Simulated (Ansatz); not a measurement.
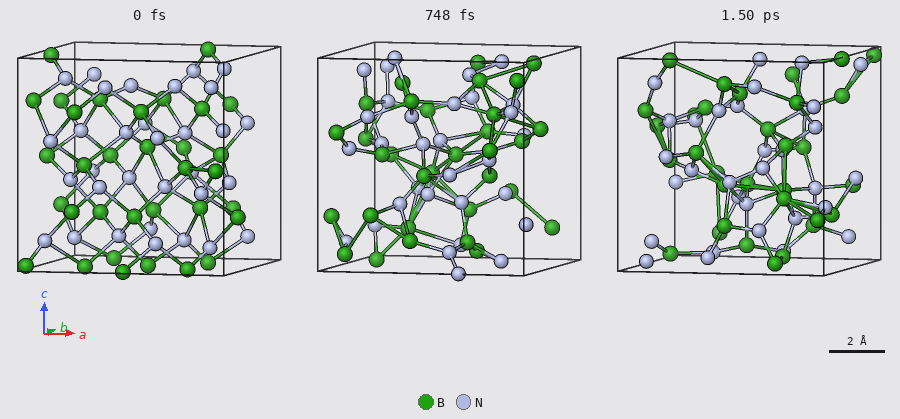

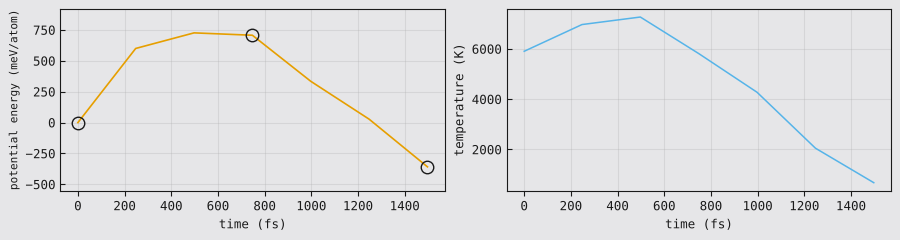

Molecular dynamics of an amorphous cell of composition B32N32 (64 atoms in the cell), 1.50 ps long. Frames and the history of the run. Style: ball-and-stick. Shown: the simulation cell, from a free direction. Atoms that leave the cell re-enter on the other side. Bonds to atoms that aren't drawn are left out.

These are results of DFT, PBEsol, PAW, plane waves in Ansatz, not measurements. Settings: plane-wave cutoff 420 eV; k-point mesh 1 × 1 × 1; Fermi-Dirac smearing 0.01 eV; Langevin thermostat (NVT); set temperature 6000 K, then 6000 K at the end of 240 steps, then to 300 K over 360 steps; time step 2.5 fs.

> What do the frames and curves show?

Under the programmed temperature the kinetic temperature goes from 6438 K (first eighth) to 1365 K (last eighth), with a peak of 7268 K. That is well off the final set point of 300 K. The potential energy in the second half lies on average 178 meV per atom above the first frame. In the second half of the run the atoms are, in the root-mean-square, this far from where they began (common drift taken out): B 3.59 Å, N 2.78 Å. That is a large part of the typical shortest distance between atoms in the first frame, about 1.5 Å and still growing: the atoms leave their places as in a liquid.

Limits of the set-up: the program's low-accuracy preset was used; the periodic images lie only 7.9 Å apart, so the values are limited by the cell's size.

The run took 13 min on 7 threads of Arm Neoverse-V2, peak memory 0.78 GiB.
